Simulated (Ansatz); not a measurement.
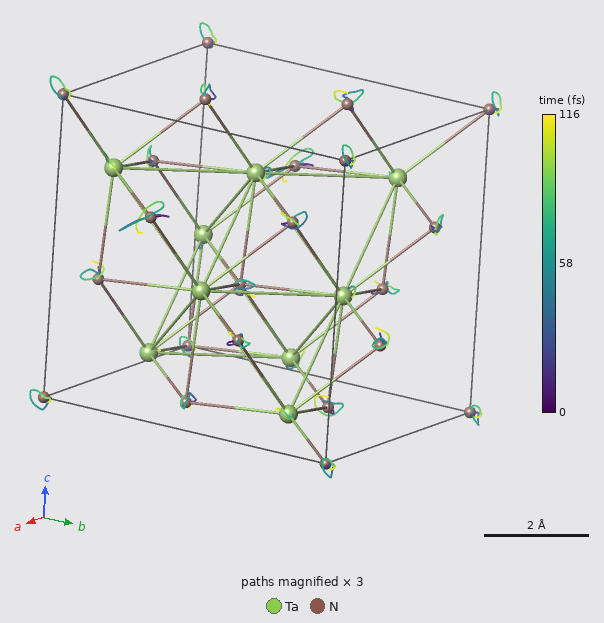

First-principles dynamics of an 18-atom cell of TaN (set up in P-6m2), 116 fs long. Lines trace each atom's path, coloured by time; spheres stand at the starting positions. The excursions are magnified 3 times. Seen from a free direction in the simulation cell.

Level of theory: DFT PBE, scalar-relativistic, plane waves, PAW in Ansatz. Run with plane-wave cutoff 420 eV; k-point mesh 2 × 2 × 2; Fermi-Dirac smearing 0.05 eV; volume 1.01 times that of the relaxed crystal; Langevin thermostat and barostat (NPT); set temperature 450 K; time step 2 fs; friction 0.02 per fs; target pressure 0 GPa.

What do the traces tell about the motion?

Answer. Root-mean-square distances from the starting positions over the second half, with the common drift of all atoms taken out: N 0.08 Å, Ta 0.06 Å. The run lasts only 116 fs, too short to tell vibration from diffusion.

The run took 3.5 min on 4 threads of Arm Neoverse N1, on a shared host, peak memory 0.7 GiB.
